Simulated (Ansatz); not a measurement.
## Two runs on Ti

System: Ti (P2/m, 3 atoms in the cell).
Method of run A: DFT PBEsol, scalar-relativistic, plane waves, PAW, no spin polarisation (Ansatz 0.2.0).

The structure derives from a Materials Project entry. Text and figures count atoms from 1; the logs count them from 0 in places.

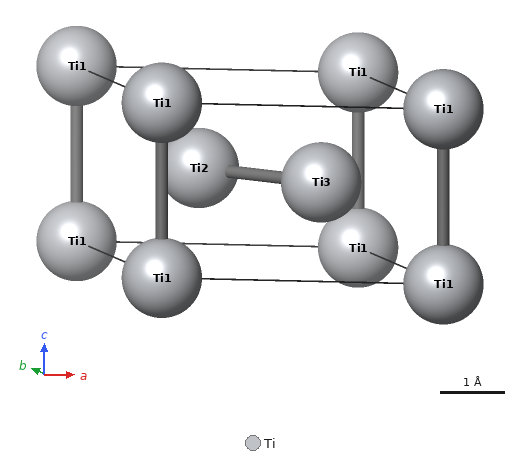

Fig. 1: The structure (ball-and-stick view of the cell of the calculation, seen slightly off an axis; atoms are numbered from 1 in the order of the input). An atom can appear more than once, as a periodic image.

**Input file, run A**
```yaml
crystal:
  lattice:
    - [4.5152900513, 0.1411028141, 0.0]
    - [-2.135446404, 3.8398044828, 0.0]
    - [0.0, 0.0, 2.7987936488]
  atoms:
    - { symbol: Ti, position: [0.0, 0.0, 0.0] }
    - { symbol: Ti, position: [0.3333333333, 0.6666666667, 0.5] }
    - { symbol: Ti, position: [0.6666666667, 0.3333333333, 0.5] }
basis:
  ecutwfc: 420
kpoints:
  mp_grid: { grid: [12, 12, 18] }
hamiltonian:
  xc: pbesol
scf:
  occupations: { method: gaussian, width: 0.15 }
output:
  forces: true
  stress: true
  eigenvalues: true
  write_density: true
  write_potential: true
  elf: true
  volumetric_format: npy
```

Command:
```bash
ansatz run input.yaml --threads 1 --pin off --max-ram 2560MiB --backend cpu --events-out ev --progress --plain --runs-dir out
```

Hardware: 1 thread of Intel Xeon (Sapphire Rapids), 32 GiB of memory available, shared host.

**Output, shortened to warnings, some set-up lines, iterations and results (run A)**
```
Basis set: ecut = 420 eV, 961 PW (Γ), exchange–correlation on 64×60×40 points (8 copies of the dense FFT grid, shifted against one another)
Symmetry: 4 space group operations
k-points: 740 of 2592
Initial density: superposition of atomic densities (neutral atoms: chi_scale 0, normalization atom), corrected by the library's trained network
[...]
SCF iter   1: F=—  HF=-7421.732749 eV  |F-HF|=—  |Δ(HF+E_count)|=         —  Δρ=1.22e-2  dr2=7.41e-2  ethr=1.77e-3  ⟨swp⟩=3.6  Hψ=52025  notcnv=0
SCF iter   2: F=—  HF=-7421.717700 eV  |F-HF|=—  |Δ(HF+E_count)|=   1.50e-2  Δρ=6.30e-3  dr2=2.43e-2  ethr=2.06e-4  ⟨swp⟩=1.9  Hψ=23624  notcnv=0
SCF iter   3: F=—  HF=-7421.712826 eV  |F-HF|=—  |Δ(HF+E_count)|=   4.87e-3  Δρ=4.35e-4  dr2=4.60e-5  ethr=6.75e-5  ⟨swp⟩=2.0  Hψ=20153  notcnv=0
SCF iter   4: F=—  HF=-7421.712818 eV  |F-HF|=—  |Δ(HF+E_count)|=   7.86e-6  Δρ=1.60e-4  dr2=1.05e-5  ethr=1.28e-7  ⟨swp⟩=2.0  Hψ=30194  notcnv=0
SCF iter   5: F=—  HF=-7421.712818 eV  |F-HF|=—  |Δ(HF+E_count)|=   5.32e-7  Δρ=4.10e-5  dr2=1.37e-6  ethr=2.93e-8  ⟨swp⟩=2.0  Hψ=27527  notcnv=0
SCF iter   6: F=—  HF=-7421.712817 eV  |F-HF|=—  |Δ(HF+E_count)|=   7.91e-8  Δρ=1.62e-5  dr2=2.38e-7  ethr=3.81e-9  ⟨swp⟩=2.0  Hψ=24430  notcnv=0
SCF iter   7: F=-7421.712817 eV  HF=-7421.712817 eV  |F-HF|=1.22e-8  |Δ(HF+E_count)|=   4.30e-8  Δρ=5.14e-6  dr2=1.87e-8  ethr=2.78e-10  ⟨swp⟩=7.1  Hψ=86049  notcnv=0
SCF 1 converged in 7 iterations: F = -7421.712817 eV  dr2 = 1.87e-8
SCF converged after 7 iterations
Free energy (F): -7421.712817 eV
Harris-Foulkes:  -7421.712817 eV  (|F-HF|=1.22e-8)
Internal energy: -7421.680764 eV  (E = F + TS)
E sigma→0 (E₀):  -7421.696791 eV
Entropy (-TS):   -0.032053 eV (-10.684 meV/atom)
Fermi energy:    13.982338 eV
--- Per-component energies (eV) ---
  E_band       = -441.843512
  E_kinetic    = 820.515767
  E_local      = -2362.848247  (includes V_loc(G=0)·N_el)
  E_nonlocal   = 28.723491
  E_hartree    = 975.218076
  E_xc         = -291.203566
  E_vxc        = -365.993042  (∫ρ·V_xc dr)
  E_paw        = -3068.174635  (= ΣΔE_a)
  E_vpaw       = -512.675084  (= ΣTr[D̂ρ^β])
  E_aug_tail   = 0.000334  (compensation charges beyond the density's cutoff)
  E_ewald      = -3524.330138
  E_core_change = 0.418153  (= ΣΔE_core)
  E_smearing   = -0.032053  (= −TS)
  E_closure    = 0.000000  (closes the sum)
  Σ components = -7421.712817   (vs F -7421.712817, Δ=0.00e0)
--- Forces (eV/Å), atoms counted from 1 ---
  atom   1  Ti     0.00000000     0.00000000     0.00000000
  atom   2  Ti     0.04032078    -0.04672402     0.00000000
  atom   3  Ti    -0.04032078     0.04672402     0.00000000
  max |Σ_I F_I| component: 6.94e-18 eV/Å
--- Stress (GPa, compression-positive) ---
        0.165838      -3.564238       0.000000
       -3.564238       0.206477       0.000000
        0.000000       0.000000       0.090749
  P = ⅓ Tr σ = 0.1544 GPa (1.544 kbar)
```

The input of run B differs as follows (lines with − go, lines with + come):
```diff
-    - [4.5152900513, 0.1411028141, 0.0]
-    - [-2.135446404, 3.8398044828, 0.0]
+    - [4.5152900513, -0.2257645026, 0.0]
+    - [-2.4531628201, 4.0232381411, 0.0]
```

How does run B compare with run A?

With the same functional and potentials, run B lies 17.5 meV per atom higher. The pressure goes from 0.15 to 0.42 GPa. The largest force goes from 0.062 to 0.114 eV/Å. The volume per atom goes from 16.46 to 16.43 Å³. The number of SCF iterations is the same. The plane waves at Γ go from 961 to 959.

**Output, shortened to warnings, some set-up lines, iterations and results (run B)**
```
Basis set: ecut = 420 eV, 959 PW (Γ), exchange–correlation on 64×64×40 points (8 copies of the dense FFT grid, shifted against one another)
Symmetry: 4 space group operations
k-points: 740 of 2592
Initial density: superposition of atomic densities (neutral atoms: chi_scale 0, normalization atom), corrected by the library's trained network
[...]
SCF iter   1: F=—  HF=-7421.678063 eV  |F-HF|=—  |Δ(HF+E_count)|=         —  Δρ=1.15e-2  dr2=6.07e-2  ethr=1.77e-3  ⟨swp⟩=3.7  Hψ=52145  notcnv=0
SCF iter   2: F=—  HF=-7421.664387 eV  |F-HF|=—  |Δ(HF+E_count)|=   1.37e-2  Δρ=5.71e-3  dr2=1.76e-2  ethr=1.69e-4  ⟨swp⟩=1.8  Hψ=23407  notcnv=0
SCF iter   3: F=—  HF=-7421.660373 eV  |F-HF|=—  |Δ(HF+E_count)|=   4.01e-3  Δρ=4.54e-4  dr2=4.93e-5  ethr=4.90e-5  ⟨swp⟩=2.0  Hψ=20468  notcnv=0
SCF iter   4: F=—  HF=-7421.660355 eV  |F-HF|=—  |Δ(HF+E_count)|=   1.81e-5  Δρ=1.79e-4  dr2=2.26e-5  ethr=1.37e-7  ⟨swp⟩=2.0  Hψ=30155  notcnv=0
SCF iter   5: F=—  HF=-7421.660350 eV  |F-HF|=—  |Δ(HF+E_count)|=   5.30e-6  Δρ=5.05e-5  dr2=1.61e-6  ethr=6.27e-8  ⟨swp⟩=2.1  Hψ=25128  notcnv=0
SCF iter   6: F=—  HF=-7421.660350 eV  |F-HF|=—  |Δ(HF+E_count)|=   7.05e-8  Δρ=1.57e-5  dr2=1.03e-7  ethr=4.46e-9  ⟨swp⟩=2.0  Hψ=24905  notcnv=0
SCF iter   7: F=-7421.660350 eV  HF=-7421.660350 eV  |F-HF|=3.42e-9  |Δ(HF+E_count)|=   2.29e-8  Δρ=3.85e-6  dr2=7.79e-9  ethr=2.78e-10  ⟨swp⟩=7.0  Hψ=83471  notcnv=0
SCF 1 converged in 7 iterations: F = -7421.660350 eV  dr2 = 7.79e-9
SCF converged after 7 iterations
Free energy (F): -7421.660350 eV
Harris-Foulkes:  -7421.660350 eV  (|F-HF|=3.42e-9)
Internal energy: -7421.627143 eV  (E = F + TS)
E sigma→0 (E₀):  -7421.643747 eV
Entropy (-TS):   -0.033206 eV (-11.069 meV/atom)
Fermi energy:    13.991224 eV
--- Per-component energies (eV) ---
  E_band       = -440.836913
  E_kinetic    = 820.857968
  E_local      = -2363.892930  (includes V_loc(G=0)·N_el)
  E_nonlocal   = 28.914985
  E_hartree    = 976.126539
  E_xc         = -291.257238
  E_vxc        = -366.066989  (∫ρ·V_xc dr)
  E_paw        = -3068.313474  (= ΣΔE_a)
  E_vpaw       = -512.902415  (= ΣTr[D̂ρ^β])
  E_aug_tail   = 0.000347  (compensation charges beyond the density's cutoff)
  E_ewald      = -3524.481493
  E_core_change = 0.418153  (= ΣΔE_core)
  E_smearing   = -0.033206  (= −TS)
  E_closure    = 0.000000  (closes the sum)
  Σ components = -7421.660350   (vs F -7421.660350, Δ=0.00e0)
--- Forces (eV/Å), atoms counted from 1 ---
  atom   1  Ti     0.00000000     0.00000000     0.00000000
  atom   2  Ti    -0.02947564    -0.11021482    -0.00000000
  atom   3  Ti     0.02947564     0.11021482     0.00000000
  max |Σ_I F_I| component: 0.00e0 eV/Å
--- Stress (GPa, compression-positive) ---
        0.492852       5.429803      -0.000000
        5.429804       0.547137       0.000000
       -0.000000       0.000000       0.205624
  P = ⅓ Tr σ = 0.4152 GPa (4.152 kbar)
```

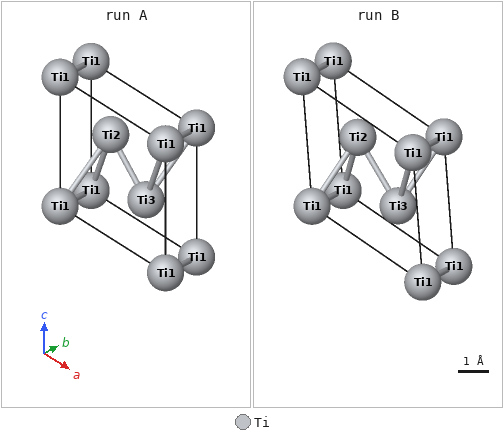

Fig. 2: The two input geometries at one scale (ball-and-stick view of the cell of the calculation, set on other vectors, seen slightly off an axis). No atom moves by more than 0.005 Å relative to the cell. The volume changes by −0.2 %, with a 4.394 → 4.712 Å (+7.2 %), b stays at 2.799 Å, c 4.517 → 4.521 Å (+0.1 %), β 117.3° → 124.2°. Among the contacts that change: Ti2–Ti3 2.537 → 2.721 Å, Ti1–Ti2 3.021 → 2.861 Å.

**The two runs side by side**

```csv
quantity,run A,run B
outcome,converged,converged
free energy per atom (eV),−2473.9043,−2473.8868
"energy per atom, smearing taken to zero (eV)",−2473.8989,−2473.8812
gap on the mesh (eV),0.00,0.00
pressure (GPa),0.15,0.42
volume per atom (Å³),16.46,16.43
largest force (eV/Å),0.062,0.114
SCF iterations,7,7
irreducible k-points,740,740
plane waves at Γ,961,959
wall time (shared host),33 s,37 s
```
